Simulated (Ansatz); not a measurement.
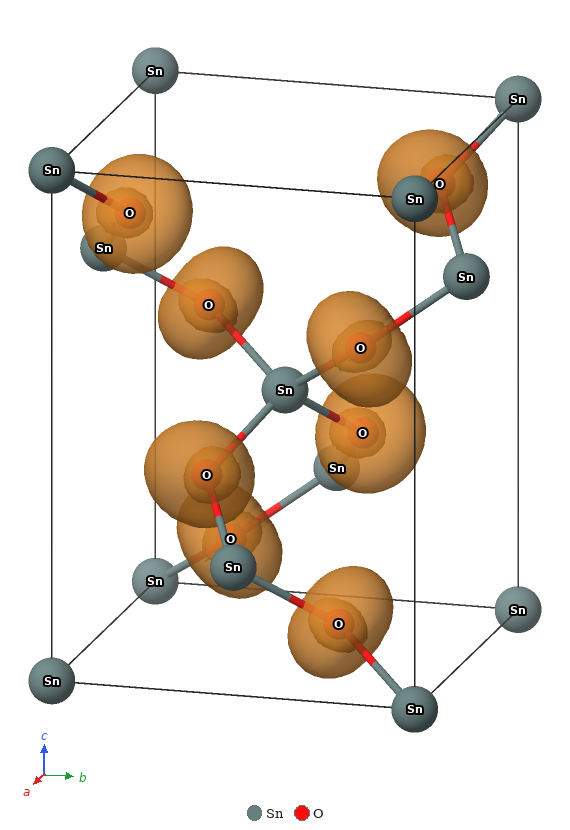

SnO$_{2}$. Isosurface of the electron localisation function at 0.75 (orange), seen slightly off an axis. Core shells and regions of very low density are left out. Sticks mark near contacts.

Space group I-42d.

All numbers below come from DFT PBE, scalar-relativistic, plane waves, PAW in Ansatz.

In a PAW calculation such maps are meaningful between the atoms, not at the nuclei.

```
Sn O
1.0
     5.81797    0.00000    0.00000
     0.00000    5.81797    0.00000
     0.00000    0.00000    8.18849
Sn O
4 8
Cartesian
  0.0000 0.0000 0.0000
  2.9090 2.9090 4.0942
  0.0000 2.9090 2.0471
  2.9090 0.0000 6.1414
  0.8415 1.4545 1.0236
  3.7505 4.3635 5.1178
  1.4545 3.7505 3.0707
  4.3635 0.8415 7.1649
  4.3635 2.0675 3.0707
  1.4545 4.9765 7.1649
  2.0675 1.4545 5.1178
  4.9765 4.3635 1.0236
```

Identify the bonds, lone pairs and shells in this picture.

Answer. The ELF exceeds this value in eight regions wrapped around O (the valence shell of each), counted in one cell of 12 atoms. Any copies at cell faces, edges or corners count once.

Values along the shortest contacts:
Sn–O (1.97 Å): the ELF peaks at about 0.80 in the valence shell of O, 0.6 Å from its nucleus, and is about 0.25 at the midpoint; no shared electron pair shows on this line.
